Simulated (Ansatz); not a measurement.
# Energy of Ni along a strain of the cell

System: Ni (Fmmm, 1 atom in the cell).
Method: DFT PBE, scalar-relativistic, plane waves, PAW, spin-polarised (Ansatz 0.2.0).

The 7 runs differ only in the geometry, by a strain of the cell at fixed fractional positions. Against run 4, the strain is εxx = −0.56 η, εyy = −0.45 η and εzz = η. The structure derives from an entry of the Crystallography Open Database.

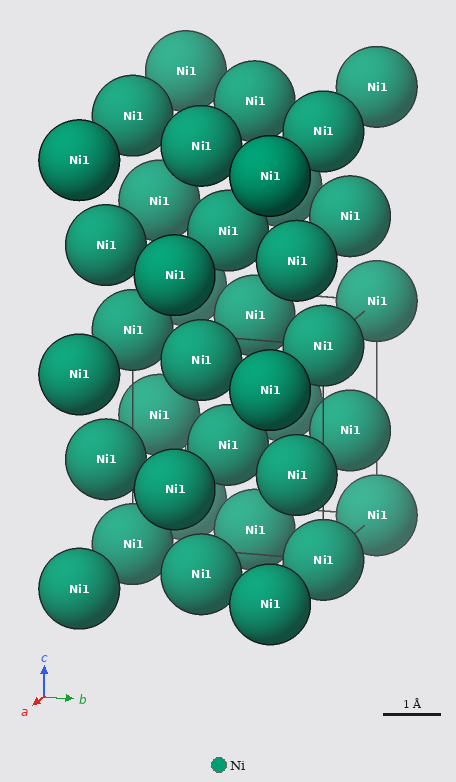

Figure 1. The structure of run 4 (spheres-only view of the cell 4 times as large as that of the calculation, set on its symmetry axes, repeated 2 × 1 × 2, seen slightly off an axis; atoms are numbered from 1 in the order of the input).

**Input of run 4**
```yaml
crystal:
  lattice:
    - [0.0, 1.9525419699, 1.7590468197]
    - [1.5655516695, 0.0, 1.7590468197]
    - [1.5655516695, 1.9525419699, 0.0]
  atoms:
    - { symbol: Ni, position: [0.0, 0.0, 0.0], spin: 0.75 }
basis:
  ecutwfc: 520.0
kpoints:
  mp_grid: { grid: [22, 22, 22] }
hamiltonian:
  xc: pbe
scf:
  occupations: { method: gaussian, width: 0.15 }
output:
  forces: true
  stress: true
  eigenvalues: true
  populations: true
magnetization:
  spin_polarized: true
```

Command:
```bash
ansatz run input.yaml --threads 1 --pin off --max-ram 2048MiB --backend cpu --events-out ev --progress --plain --runs-dir out
```

Lattice vectors (Å) and fractional positions of run 4:
```
   0.000000    1.952542    1.759047
   1.565552    0.000000    1.759047
   1.565552    1.952542    0.000000
Ni  0.000000  0.000000  0.000000
```

Run 3 differs from it as follows:
```diff
-    - [0.0, 1.9525419699, 1.7590468197]
-    - [1.5655516695, 0.0, 1.7590468197]
-    - [1.5655516695, 1.9525419699, 0.0]
+    - [0.0, 1.9965181404, 1.6710944787]
+    - [1.60952784, 0.0, 1.6710944787]
+    - [1.60952784, 1.9965181404, 0.0]
```

**Results, with one run withheld**

```tsv
run	strain parameter η (%)	free energy per atom, from the lowest run given (meV)	pressure (GPa)
1	−15.0000	188.60	13.37
2	−10.0000	121.60	9.37
3	−5.0000	?	?
4	0.0000	17.65	4.94
5	5.0000	0.00	4.71
6	10.0000	19.39	6.28
7	15.0000	84.94	10.09
```

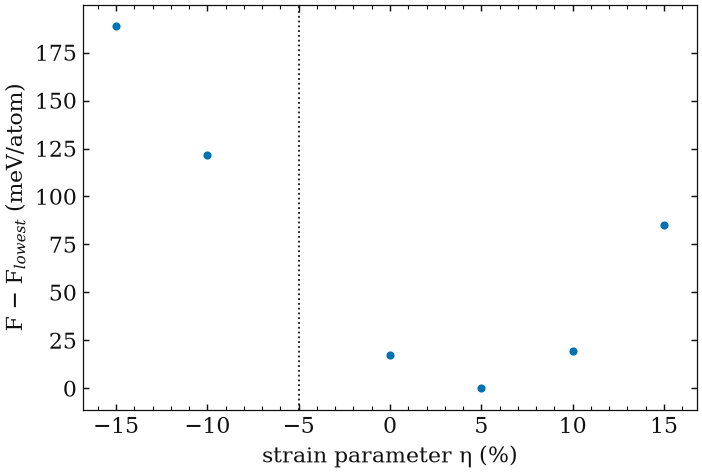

Figure 2. Free energy per atom of the runs given; the dotted line marks run 3.

Estimate the energy of run 3 from the others.

A cubic polynomial in the coordinate, fitted to the 6 runs given, misses them by at most 0.17 meV per atom. With x = η − 0.8333, it reads F = 12.496 − 5.5366 x + 0.56333 x² + 0.013305 x³ (meV per atom). At run 3 it gives 61.32 meV per atom, and the run itself gives 61.79. The fit has its minimum at η = 5.1019 %.

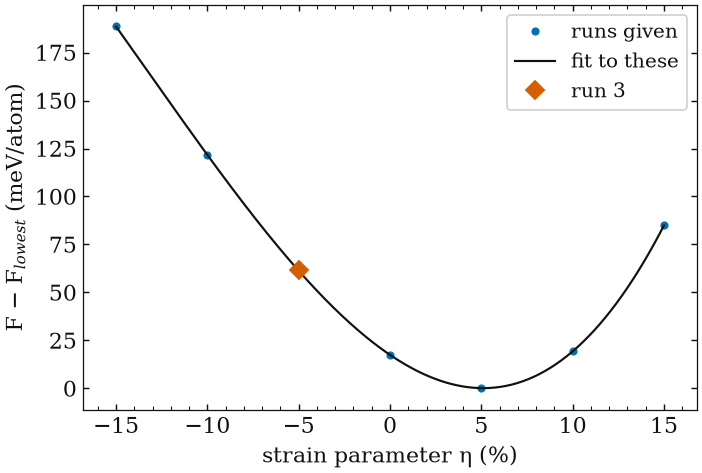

Figure 3. The fit and the withheld run.

**Output, shortened to warnings, some set-up lines, iterations and results (run 3)**
```
Basis set: ecut = 520 eV, 289 PW (Γ), exchange–correlation on 40×36×40 points (8 copies of the dense FFT grid, shifted against one another)
Symmetry: 8 space group operations
k-points: 1530 of 10648
Initial density: superposition of atomic densities (chi_scale 0.1, normalization cell)
[...]
SCF iter   1: F=—  HF=-5838.755430 eV  |F-HF|=—  |Δ(HF+E_count)|=         —  Δρ=7.87e-2 (↑2.07e-2 ↓7.87e-2)  dr2=6.29e-1  dr2_m=9.00e-2  M=0.805 μB ∫|m|=0.849 μB  β_m=0.30  …
SCF iter   2: F=—  HF=-5838.665294 eV  |F-HF|=—  |Δ(HF+E_count)|=   9.01e-2  Δρ=4.68e-2 (↑4.68e-2 ↓2.82e-2)  dr2=2.78e-1  dr2_m=1.09e-2  M=0.723 μB ∫|m|=0.772 μB  β_m=0.25  …
SCF iter   3: F=—  HF=-5838.870265 eV  |F-HF|=—  |Δ(HF+E_count)|=   2.05e-1  Δρ=2.16e-2 (↑2.16e-2 ↓8.47e-3)  dr2=2.91e-2  dr2_m=8.85e-3  M=0.723 μB ∫|m|=0.775 μB  β_m=0.58  …
SCF iter   4: F=—  HF=-5839.479987 eV  |F-HF|=—  |Δ(HF+E_count)|=   6.10e-1  Δρ=2.91e-2 (↑1.10e-2 ↓2.91e-2)  dr2=9.39e-2  dr2_m=1.04e-2  M=0.628 μB ∫|m|=0.694 μB  β_m=0.79  …
SCF iter   5: F=—  HF=-5839.575926 eV  |F-HF|=—  |Δ(HF+E_count)|=   9.59e-2  Δρ=2.14e-2 (↑1.08e-2 ↓2.14e-2)  dr2=6.27e-2  dr2_m=3.37e-3  M=0.592 μB ∫|m|=0.661 μB  β_m=0.72  …
SCF iter   6: F=—  HF=-5839.588713 eV  |F-HF|=—  |Δ(HF+E_count)|=   1.28e-2  Δρ=1.90e-3 (↑1.90e-3 ↓6.99e-4)  dr2=2.79e-4  dr2_m=5.58e-5  M=0.581 μB ∫|m|=0.650 μB  β_m=0.95  …
SCF iter   7: F=—  HF=-5839.593501 eV  |F-HF|=—  |Δ(HF+E_count)|=   4.79e-3  Δρ=6.68e-4 (↑6.68e-4 ↓1.95e-4)  dr2=2.91e-5  dr2_m=1.28e-5  M=0.572 μB ∫|m|=0.642 μB  β_m=0.97  …
SCF iter   8: F=—  HF=-5839.593503 eV  |F-HF|=—  |Δ(HF+E_count)|=   2.30e-6  Δρ=1.66e-4 (↑1.66e-4 ↓4.30e-5)  dr2=1.07e-6  dr2_m=9.49e-7  M=0.572 μB ∫|m|=0.642 μB  β_m=0.99  …
SCF iter   9: F=—  HF=-5839.593503 eV  |F-HF|=—  |Δ(HF+E_count)|=   3.96e-7  Δρ=2.92e-5 (↑2.92e-5 ↓7.46e-6)  dr2=5.89e-8  dr2_m=2.43e-8  M=0.572 μB ∫|m|=0.643 μB  β_m=0.96  …
SCF iter  10: F=—  HF=-5839.593503 eV  |F-HF|=—  |Δ(HF+E_count)|=   2.85e-8  Δρ=5.75e-6 (↑5.75e-6 ↓3.57e-6)  dr2=3.94e-9  dr2_m=6.73e-10  M=0.572 μB ∫|m|=0.643 μB  β_m=0.98  …
SCF iter  11: F=-5839.593503 eV  HF=-5839.593503 eV  |F-HF|=4.37e-10  |Δ(HF+E_count)|=  7.08e-10  Δρ=1.65e-6 (↑1.53e-6 ↓1.65e-6)  dr2=6.94e-10  dr2_m=9.66e-12  M=0.572 μB …
SCF 1 converged in 11 iterations: F = -5839.593503 eV  dr2 = 6.94e-10
SCF converged after 11 iterations
Magnetization: 0.5721 μB (9.2861 up, 8.7139 down)
Absolute magnetization: 0.6434 μB (∫|ρ↑−ρ↓|, with the PAW one-centre terms)
Spin contamination: 0.0051 ħ² per cell (⟨S²⟩ above its minimum at these occupations)
Per-site moments (μB) at R_I (Å): [(0.6059475424491741, 0.9570654843105627)]
Free energy (F): -5839.593503 eV
Harris-Foulkes:  -5839.593503 eV  (|F-HF|=4.37e-10)
Internal energy: -5839.570714 eV  (E = F + TS)
E sigma→0 (E₀):  -5839.582109 eV
Entropy (-TS):   -0.022788 eV (-22.788 meV/atom)
Fermi energy:    18.433791 eV
--- Per-component energies (eV) ---
  E_band       = -278.981781
  E_kinetic    = 282.716053
  E_local      = -3426.305297  (includes V_loc(G=0)·N_el)
  E_nonlocal   = 636.773318
  E_hartree    = 1432.038074
  E_xc         = -84.903209
  E_vxc        = -109.492006  (∫ρ·V_xc dr)
  E_paw        = -1630.529354  (= ΣΔE_a)
  E_vpaw       = -526.752207  (= ΣTr[D̂ρ^β])
  E_aug_tail   = 0.000220  (compensation charges beyond the density's cutoff)
  E_ewald      = -3049.360519
  E_smearing   = -0.022788  (= −TS)
  E_closure    = 0.000000  (closes the sum)
  Σ components = -5839.593503   (vs F -5839.593503, Δ=0.00e0)
--- Forces (eV/Å), atoms counted from 1 ---
  atom   1  Ni     0.00000000     0.00000000    -0.00000000
  max |Σ_I F_I| component: 9.86e-32 eV/Å
--- Stress (GPa, compression-positive) ---
       17.218877       0.000000       0.000000
        0.000000     -15.253494       0.000000
        0.000000       0.000000      17.724581
  P = ⅓ Tr σ = 6.5633 GPa (65.633 kbar)
--- Löwdin populations: 1 site ---
  site symbol       q [e]    m [muB]
     0     Ni     17.7787     0.5976
  spilling = 0.012296 (of n_electrons = 18.000000)
```
